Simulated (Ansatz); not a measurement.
System: TaN.

Input

```
crystal:
  lattice:
    - [0.0, 2.16709654, 2.211323]
    - [2.16709654, 0.0, 2.211323]
    - [2.16709654, 2.16709654, 0.0]
  atoms:
    - { symbol: Ta, position: [0.5, 0.5, 0.5] }
    - { symbol: "N", position: [0.0, 0.0, 0.0] }
hamiltonian:
  xc: pbe
  pseudopotentials: { kind: paw }
kpoints:
  mp_grid: { grid: [9, 9, 9] }
  band_path:
    path:
      - [[0.0, 0.0, 0.0], [0.0, 0.5, 0.5], [-0.2401, 0.5, 0.2599], [-0.37005, 0.37005, 0.0], [0.0, 0.0, 0.0], [0.5, 0.5, 0.0], [0.37005, 0.62995, 0.0], [0.0, 0.5, 0.0], [0.25, 0.75, 0.5], [0.5, 0.7599, 0.2599], [0.5, 0.5, 0.0]]
      - [[0.0, 0.5, 0.5], [0.25, 0.75, 0.5]]
    npoints: 14
scf:
  occupations: { method: fermi_dirac, width: 0.05 }
  n_extra_bands: 6
output:
  forces: true
  stress: true
  eigenvalues: true
  fatbands: false
  write_density: true
  write_potential: true
  elf: true
  volumetric_format: npy
```

Command:

```sh
ansatz run input.yaml --threads 2 --pin off --max-ram 5632MiB --backend cpu --events-out ev --progress --plain --runs-dir out
```

Below, planes, directions and counts refer to the conventional cell (a = 3.06 Å, b = 3.06 Å, c = 4.42 Å, α = 90.00°, β = 90.00°, γ = 90.00°).

Space group I4/mmm; a structure from a database of computed crystals, not necessarily the ambient phase; computed pressure about 13 GPa in this cell.

Theory: Ansatz, Kohn-Sham DFT of a periodic cell, PBE, Ansatz PAW.

What will maps of the valence pseudo-density and electron localisation function show?

Answer. Ta–Ta (3.06 Å): the density is about 0.25 e/Å³ at the midpoint; the ELF is about 0.20 at the midpoint (no shared electron pair shows on this line).
Ta–N (2.21 Å): ρ at the midpoint is about 0.52 e/Å³; the ELF peaks at about 0.80 in the valence shell of N, 0.6 Å from its nucleus, and is about 0.15 at the midpoint; no shared electron pair shows on this line.

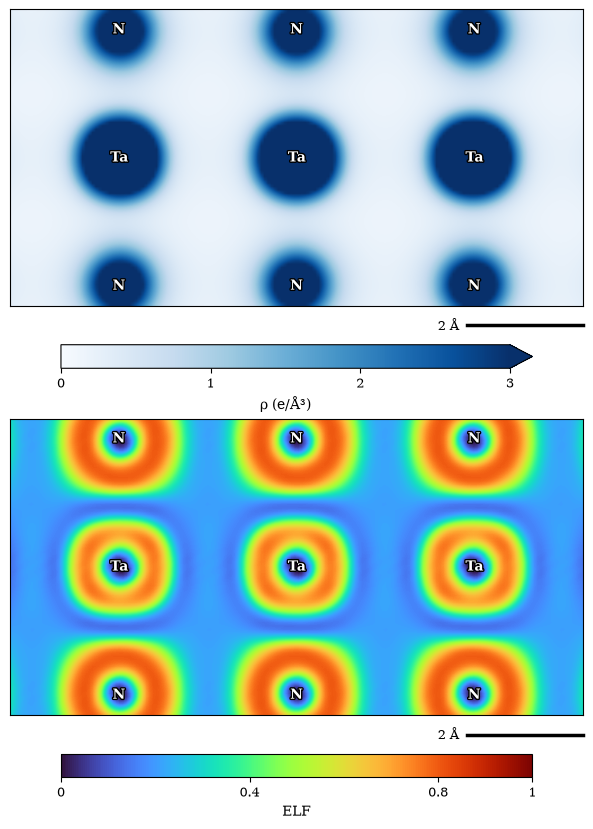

Computed valence pseudo-density and electron localisation function on the (100) plane of the conventional cell, in this order. 

The density is the valence pseudo-density of a PAW calculation; it isn't the true density close to the nuclei.
